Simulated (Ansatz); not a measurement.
## Run report: Co, field-gradient calculation

The run: field-gradient calculation of Co (2 atoms in the cell). Method and program: DFT, PBEsol, PAW with Ansatz's default frozen-core files, scalar-relativistic, spin-polarised (Ansatz 0.2.0).

The structure derives from an entry of the Crystallography Open Database. Its volume is 1.06 times that of the source entry. It belongs to a series of runs on one base structure; here: volume scaled by 1.06, PAW files. Figures and captions count atoms from 1; the log counts them from 0 in places.

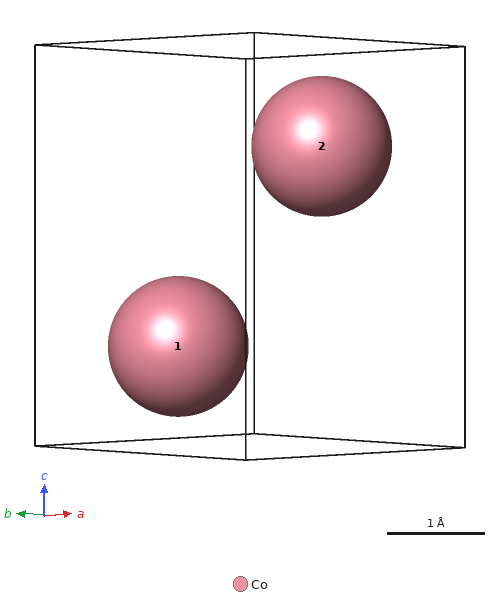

Fig. 1: The structure as given in the input (spheres-only view of the cell of the calculation, seen at an oblique angle; atoms are numbered from 1 in the order of the input).

Summary:

| quantity | value |
| --- | --- |
| outcome | converged |
| space group (tolerance 0.01 Å) | P6₃/mmc (194) |
| electrons treated | 34 |
| free energy | −10185.7244 eV |
| Fermi energy | 16.522 eV |
| net moment of the cell | 3.38 μB |
| integrated absolute moment | 3.72 μB |
| pressure | −24.26 GPa |
| field gradient V_zz (10²¹ V/m²) | Co −0.21, Co −0.21 |
| largest force (length of the vector) | under 0.001 eV/Å |
| hardware | 1 thread of Arm Neoverse V1, 24 GiB of memory available, shared host |
| wall time | 23 s |
| peak memory | 0.5 GiB |

Notes:

The cell is under a tension of 24 GPa at this level, so it is not at its equilibrium volume.

Input file:
```yaml
crystal:
  lattice:
    - [2.5684055861, 0.0, 0.0]
    - [-1.2842027931, 2.2243044849, 0.0]
    - [0.0, 0.0, 4.1712360565]
  atoms:
    - { symbol: Co, position: [0.3333333333, 0.6666666667, 0.25], spin: 2.0 }
    - { symbol: Co, position: [0.6666666667, 0.3333333333, 0.75], spin: 2.0 }
magnetization:
  spin_polarized: true
kpoints:
  mp_grid: { grid: [19, 19, 10] }
scf:
  occupations: { method: fermi_dirac, width: 0.05 }
hamiltonian:
  xc: pbesol
  pseudopotentials: { kind: paw }
output:
  forces: true
  stress: true
  eigenvalues: true
  efg: { contact_densities: true }
  write_density: true
  write_potential: true
  elf: true
  volumetric_format: npy
```

Launch command:
```bash
ansatz run input.yaml --threads 1 --pin off --max-ram 3072MiB --backend cpu --events-out ev --progress --plain --runs-dir out
```

The program's output:
```
Engine: ansatz 0.2.0, aarch64-unknown-linux-gnu
Pseudopotentials: kind: paw
Pseudopotential: Co, paw, valence charge 17, recommended cutoff 420 eV (normal), Co.paw.azcp
Functional definition: PBEsol
  exchange = pbesol_x
  correlation = pbesol_c
Crystal: 2 atoms, lattice volume = 23.830 Å³
Basis set: ecut = 420 eV, 463 PW (Γ), exchange–correlation on 36×36×60 points (8 copies of the dense FFT grid, shifted against one another)
Bands: 23, of which v1, the nominal top of the filled ones, is band 17 counted from 1 (16 counted from 0)
Symmetry: 24 space group operations
Space group: P63/mmc (ITA 194), of the structure as read, at distance tolerance 2.9e-5 Å
Magnetic group: BNS 194.263 (UNI 1493), of the structure as read, at distance tolerance 2.9e-5 Å
k-points: 240 of 3610
Non-local potential: Co, projectors of the file, l = 0: 3, l = 1: 2, l = 2: 3, l = 3: 1
PAW form: soft (Blöchl's): semilocal exchange-correlation on the pseudo side does not see the compensation charge
PAW frozen core: Co, regenerated for the run's functional, and the local potential with it (the file was generated under x = pbe(κ = 0.804, μ = 0.2195149727645171), c = pbe(β = 0.06672455060314922))
PAW one-centre angular grid: Co, 590 points (default); XC on 64 Gauss nodes
Initial density: superposition of atomic densities (chi_scale 0.1, normalization cell)
Starting moments: Σ|m| = 4 μB on 2 of 2 sites
Initial wavefunctions: pseudopotential atomic-orbital guess
Functional: x = pbesol(κ = 0.804, μ = 0.12345679012345678), c = pbesol(β = 0.046)
SCF iter   1: F=—  HF=-10185.406455 eV  |F-HF|=—  |Δ(HF+E_count)|=         —  Δρ=8.45e-2 (↑4.66e-2 ↓8.45e-2)  dr2=2.31e0  dr2_m=9.59e-2  M=3.613 μB ∫|m|=3.780 μB  β_m=0.30  ethr=3.10e-3  ⟨swp⟩=5.5  Hψ=41744  notcnv=0
Mixer restart at iter 1: flushing history
preconditioner: auto → none  [metal: Δε(μ)=0.001 eV  Ē_g=8.435 eV  σ=0.050 eV  W_gap=0.01  n_scr=8 (ndim 8)  ℏωp=32.3 eV  f_vac=0.000  D(μ)=1.92/eV (n_scr^D=22)  sad-step TF]
SCF iter   2: F=—  HF=-10184.652744 eV  |F-HF|=—  |Δ(HF+E_count)|=   7.54e-1  Δρ=3.18e-2 (↑1.02e-2 ↓3.18e-2)  dr2=1.52e-1  dr2_m=7.61e-2  M=3.594 μB ∫|m|=3.807 μB  β_m=0.35  ethr=3.10e-3  ⟨swp⟩=2.6  Hψ=20887  notcnv=0  defer=179
SCF iter   3: F=—  HF=-10185.075859 eV  |F-HF|=—  |Δ(HF+E_count)|=   4.23e-1  Δρ=1.45e-2 (↑1.45e-2 ↓6.55e-3)  dr2=1.36e-2  dr2_m=1.84e-2  M=3.505 μB ∫|m|=3.767 μB  β_m=0.51  ethr=4.48e-4  ⟨swp⟩=2.1  Hψ=14863  notcnv=0  defer=179
SCF iter   4: F=—  HF=-10185.530943 eV  |F-HF|=—  |Δ(HF+E_count)|=   4.55e-1  Δρ=1.27e-2 (↑1.27e-2 ↓8.82e-3)  dr2=5.91e-2  dr2_m=3.02e-3  M=3.438 μB ∫|m|=3.738 μB  β_m=0.51  ethr=4.01e-5  ⟨swp⟩=2.3  Hψ=21362  notcnv=0  defer=179
SCF iter   5: F=—  HF=-10185.699293 eV  |F-HF|=—  |Δ(HF+E_count)|=   1.68e-1  Δρ=4.37e-3 (↑4.37e-3 ↓2.65e-3)  dr2=7.42e-3  dr2_m=4.78e-4  M=3.404 μB ∫|m|=3.725 μB  β_m=0.70  ethr=4.01e-5  ⟨swp⟩=2.0  Hψ=22022  notcnv=0  defer=179
SCF iter   6: F=—  HF=-10185.723406 eV  |F-HF|=—  |Δ(HF+E_count)|=   2.41e-2  Δρ=4.82e-4 (↑4.82e-4 ↓3.97e-4)  dr2=6.88e-5  dr2_m=2.33e-5  M=3.384 μB ∫|m|=3.720 μB  β_m=0.85  ethr=2.18e-5  ⟨swp⟩=2.2  Hψ=20804  notcnv=0  defer=156
SCF iter   7: F=—  HF=-10185.724420 eV  |F-HF|=—  |Δ(HF+E_count)|=   1.01e-3  Δρ=1.56e-4 (↑1.56e-4 ↓7.31e-5)  dr2=1.17e-6  dr2_m=2.03e-6  M=3.379 μB ∫|m|=3.719 μB  β_m=0.92  ethr=2.02e-7  ⟨swp⟩=2.0  Hψ=19785  notcnv=0  defer=149
SCF iter   8: F=—  HF=-10185.724425 eV  |F-HF|=—  |Δ(HF+E_count)|=   5.45e-6  Δρ=4.24e-5 (↑1.33e-5 ↓4.24e-5)  dr2=1.54e-7  dr2_m=1.20e-7  M=3.378 μB ∫|m|=3.719 μB  β_m=0.88  ethr=3.44e-9  ⟨swp⟩=1.9  Hψ=13989  notcnv=0  defer=148
SCF iter   9: F=—  HF=-10185.724425 eV  |F-HF|=—  |Δ(HF+E_count)|=   1.66e-8  Δρ=1.01e-5 (↑4.30e-6 ↓1.01e-5)  dr2=4.77e-9  dr2_m=9.03e-9  M=3.378 μB ∫|m|=3.719 μB  β_m=0.94  ethr=4.54e-10  ⟨swp⟩=2.3  Hψ=15062  notcnv=0  defer=148
SCF iter  10: F=-10185.724425 eV  HF=-10185.724425 eV  |F-HF|=1.53e-9  |Δ(HF+E_count)|=   5.36e-9  Δρ=2.25e-6 (↑2.16e-6 ↓2.25e-6)  dr2=2.28e-9  dr2_m=1.99e-11  M=3.378 μB ∫|m|=3.719 μB  ethr=1.40e-11  ⟨swp⟩=5.9  Hψ=60244  notcnv=0
SCF 1 converged in 10 iterations: F = -10185.724425 eV  dr2 = 2.28e-9
  greatest PAW one-centre occupation: 1.001 electrons in one spin orbital (limit 2), on the Co atom at site 1 (counted from 0), in its partial waves of l = 1
```

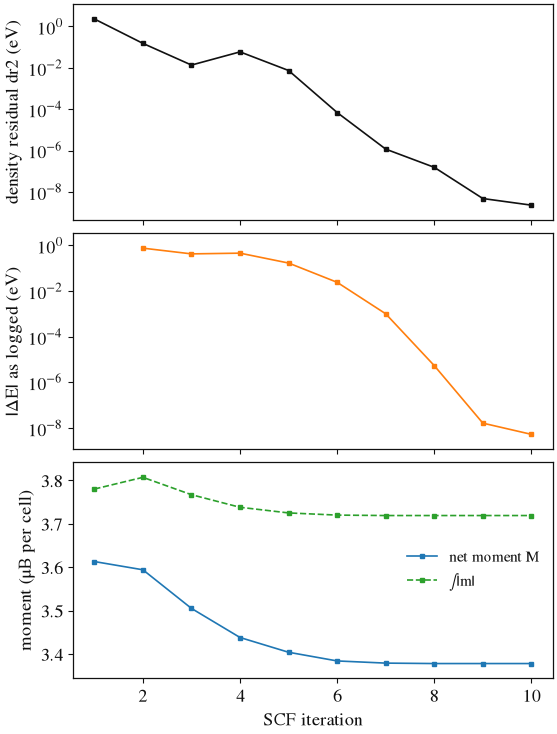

Fig. 2: Convergence of the self-consistent field: density residual dr2, size of the energy change and magnetic moment against the SCF iteration. The residual comes down, with one marked jump up, by a factor of about 4, at step 4. The net moment goes from 3.6 to 3.4 μB per cell.

```
SCF converged after 10 iterations
Magnetization: 3.3783 μB (18.6891 up, 15.3109 down)
Absolute magnetization: 3.7198 μB (∫|ρ↑−ρ↓|, with the PAW one-centre terms)
Spin contamination: 0.0625 ħ² per cell (⟨S²⟩ above its minimum at these occupations)
Per-site moments (μB) at R_I (Å): [(1.7667213817438796, 1.0556055520088476), (1.7667213817438796, 1.0556055520088476)]
Free energy (F): -10185.724425 eV
Harris-Foulkes:  -10185.724425 eV  (|F-HF|=1.53e-9)
Internal energy: -10185.708702 eV  (E = F + TS)
E sigma→0 (E₀):  -10185.716564 eV
Entropy (-TS):   -0.015723 eV (-7.862 meV/atom)
Fermi energy:    16.521896 eV
--- Per-component energies (eV) ---
  E_band       = -555.158008
  E_kinetic    = 901.572305
  E_local      = -5929.175997  (includes V_loc(G=0)·N_el)
  E_nonlocal   = 912.154162
  E_hartree    = 2469.336328
  E_xc         = -313.110828
  E_vxc        = -405.823147  (∫ρ·V_xc dr)
  E_paw        = -2964.610126  (= ΣΔE_a)
  E_vpaw       = -972.562858  (= ΣTr[D̂ρ^β])
  E_aug_tail   = 0.000109  (compensation charges beyond the density's cutoff)
  E_ewald      = -5262.251494
  E_core_change = 0.376838  (= ΣΔE_core)
  E_smearing   = -0.015723  (= −TS)
  E_closure    = -0.000000  (closes the sum)
  Σ components = -10185.724425   (vs F -10185.724425, Δ=0.00e0)
--- Forces (eV/Å), atoms counted from 1 ---
  atom   1  Co    -0.00000000     0.00000000    -0.00000000
  atom   2  Co     0.00000000    -0.00000000     0.00000000
  max |Σ_I F_I| component: 9.25e-18 eV/Å
--- Stress (GPa, compression-positive) ---
      -24.059332      -0.000000       0.000000
       -0.000000     -24.059332       0.000000
        0.000000       0.000000     -24.671239
  P = ⅓ Tr σ = -24.2633 GPa (-242.633 kbar)
--- PAW observables at the nuclei: V_zz in 10²¹ V/m², potentials from the cell's mean, atoms counted from 1 ---
  atom   1  Co V_zz =    -0.208762   η = 0.0000   by run symmetry: allowed
            electrostatic potential = -3390.458527 V   contact ρ = 114442.300373 e/Å³   contact ρ_s (e/Å³): all electrons -3.516396, valence +1.246657
  atom   2  Co V_zz =    -0.208762   η = 0.0000   by run symmetry: allowed
            electrostatic potential = -3390.458527 V   contact ρ = 114442.300373 e/Å³   contact ρ_s (e/Å³): all electrons -3.516396, valence +1.246657
--- Band table (eV; the first three rows and the last of 480) ---
  k-point 0 ↑: bands = ["-79.2291", "-79.1917", "-42.7203", "-42.5155", "-42.5155", "-42.4857", "-42.4811", "-42.4811", "7.9756", "11.7098", "13.9829", "14.0230", "14.0230", "14.2892", "14.2892", "14.6022", "14.6022", "15.5558", "15.5558", "16.2982", "21.9323", "37.5004", "39.0934"]
  k-point 1 ↑: bands = ["-79.2281", "-79.1926", "-42.7147", "-42.5146", "-42.5146", "-42.4915", "-42.4820", "-42.4820", "8.0693", "11.6838", "13.9605", "13.9986", "13.9986", "14.2656", "14.2656", "14.6574", "14.6574", "15.5509", "15.5509", "15.8941", "22.5324", "37.4816", "39.1805"]
  k-point 2 ↑: bands = ["-79.2255", "-79.1953", "-42.6982", "-42.5122", "-42.5122", "-42.5083", "-42.4844", "-42.4844", "8.3469", "11.5751", "13.8985", "13.9532", "13.9532", "14.2024", "14.2024", "14.7920", "14.7920", "15.0602", "15.5306", "15.5306", "23.9810", "37.0841", "37.8283"]
  k-point 239 ↓: bands = ["-77.0519", "-77.0519", "-40.5986", "-40.5986", "-40.5425", "-40.5425", "-40.4417", "-40.4417", "14.1031", "14.1031", "14.4499", "14.4499", "14.9808", "14.9808", "16.4182", "16.4182", "17.5432", "17.5432", "22.0153", "22.0153", "24.1404", "24.1404", "25.7899"]
```

File v_z.tsv:
```
# z_ang	v_es[eV]	v_tot_up[eV]	v_tot_dn[eV]
# format = ansatz-planar-average/11
# xc	pbesol
# density_cutoff_ev	1680
# datasets	Co=:simpson_from_first_knot:soft:shift=-648408
# lattice	2.568405586	0.000000000	0.000000000
# lattice	-1.284202793	2.224304485	0.000000000
# lattice	0.000000000	0.000000000	4.171236056
# sites	2
# site	27	-0.000000000	1.482869657	1.042809014
# site	27	1.284202793	0.741434828	3.128427042
0.000000	1.671720e1	6.375799e0	5.979748e0
0.139041	1.602475e1	5.508331e0	5.205322e0
0.278082	1.380282e1	2.728508e0	2.629354e0
0.417124	1.021366e1	-1.765267e0	-1.674131e0
0.556165	6.033168e0	-7.056690e0	-6.854686e0
0.695206	2.144230e0	-1.210101e1	-1.186538e1
0.834247	-7.975436e-1	-1.602319e1	-1.578913e1
0.973288	-2.377524e0	-1.817237e1	-1.794534e1
1.112330	-2.377524e0	-1.817237e1	-1.794534e1
1.251371	-7.975436e-1	-1.602319e1	-1.578913e1
1.390412	2.144230e0	-1.210101e1	-1.186538e1
1.529453	6.033168e0	-7.056690e0	-6.854686e0
1.668494	1.021366e1	-1.765267e0	-1.674131e0
1.807536	1.380282e1	2.728508e0	2.629354e0
1.946577	1.602475e1	5.508331e0	5.205322e0
2.085618	1.671720e1	6.375799e0	5.979748e0
2.224659	1.602475e1	5.508331e0	5.205322e0
2.363700	1.380282e1	2.728508e0	2.629354e0
2.502742	1.021366e1	-1.765267e0	-1.674131e0
2.641783	6.033168e0	-7.056690e0	-6.854686e0
2.780824	2.144230e0	-1.210101e1	-1.186538e1
2.919865	-7.975436e-1	-1.602319e1	-1.578913e1
3.058906	-2.377524e0	-1.817237e1	-1.794534e1
3.197948	-2.377524e0	-1.817237e1	-1.794534e1
3.336989	-7.975436e-1	-1.602319e1	-1.578913e1
3.476030	2.144230e0	-1.210101e1	-1.186538e1
3.615071	6.033168e0	-7.056690e0	-6.854686e0
3.754112	1.021366e1	-1.765267e0	-1.674131e0
3.893154	1.380282e1	2.728508e0	2.629354e0
4.032195	1.602475e1	5.508331e0	5.205322e0
```

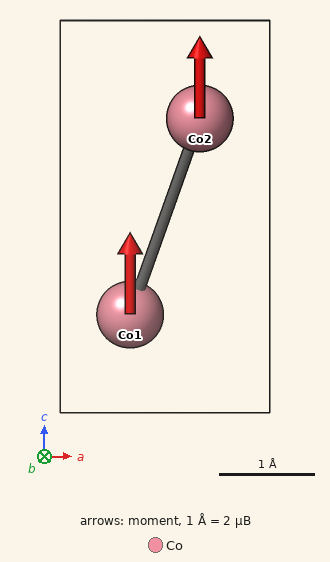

Fig. 3: Magnetic moments of the sites as red arrows (ball-and-stick view of the cell of the calculation, along the b axis; atoms are numbered from 1 in the order of the input); small moments hardly show. The run is collinear, so the axis drawn is arbitrary. Site moments: Co1, Co2 (1.77 μB). They are counted near the atoms and needn't add up to the moment of the cell.

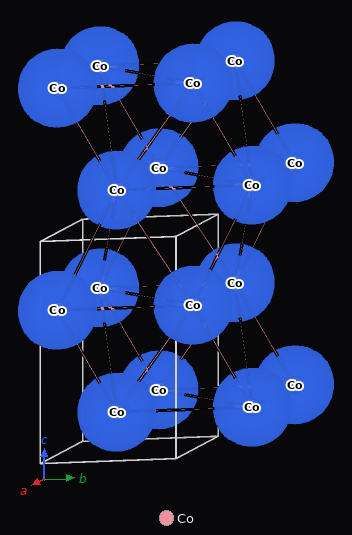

Fig. 4: Isosurfaces of the magnetisation density (up minus down) at +0.2 (blue) and −0.2 e/Å³ (red), seen slightly off an axis. Sticks mark near contacts. The outline is the cell set on symmetry axes. The cell of the calculation (2 atoms) carries 3.4 μB net. Only one sign reaches the isovalue. In a PAW calculation such maps are meaningful between the atoms, not at the nuclei.

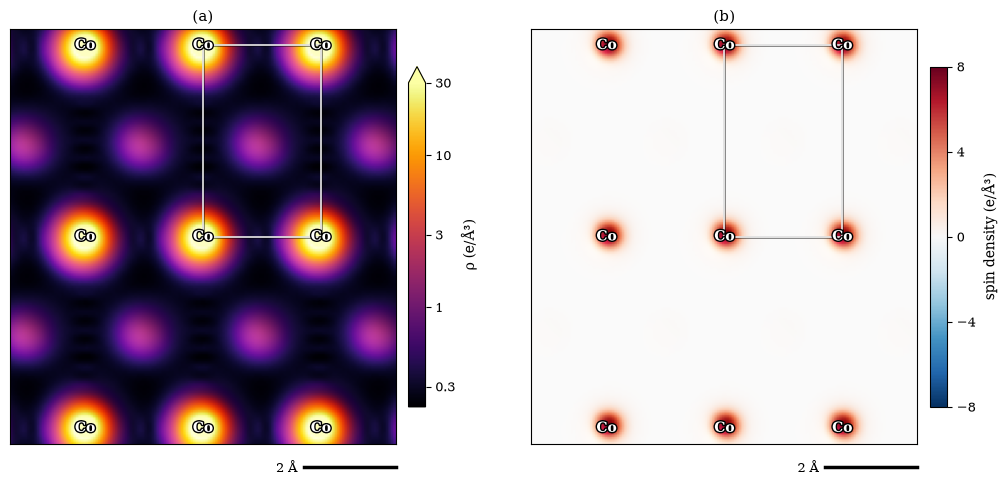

Fig. 5: (a) valence electron density; (b) spin density on the (100) plane of the conventional cell. Co–Co (2.57 Å): ρ at the midpoint is about 0.32 e/Å³, with its minimum of 0.29 e/Å³ about 1.4 Å from Co. Away from the nuclei the density in this plane falls to 0.22 e/Å³ at its lowest. The cell of the calculation (2 atoms) carries 3.4 μB net.

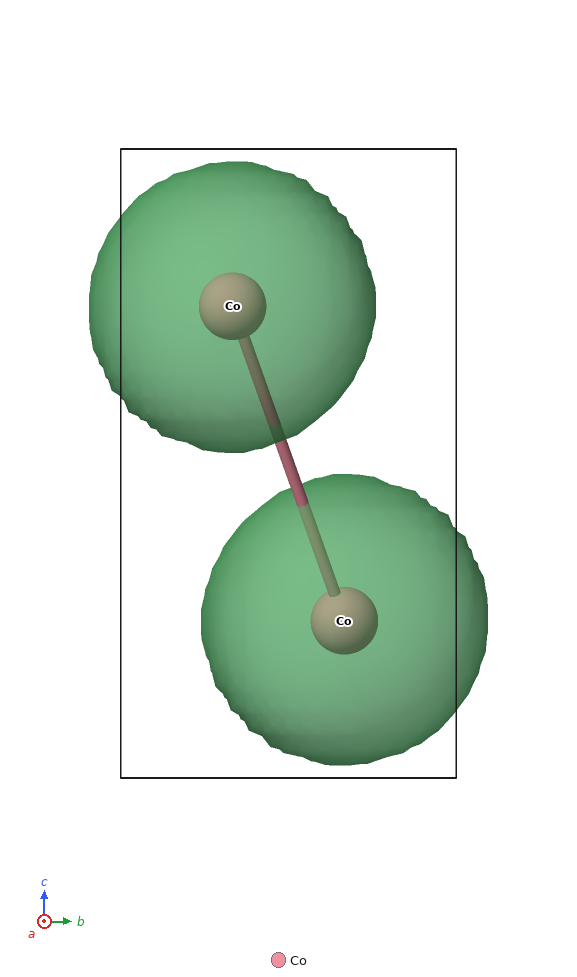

Fig. 6: Isosurface of the valence charge density (pseudo) at 0.5 e/Å³ (green), seen along the a axis. Sticks mark near contacts. The outline is the cell set on symmetry axes. At this value the density breaks into separate islands; it holds about 85 % of the electrons treated as valence (semicore included). It is pinched off along the Co–Co (2.56 Å) contacts. On the grid the lowest density along these lines, outside the cores, is 0.3 e/Å³ (Co–Co, 2.56 Å).
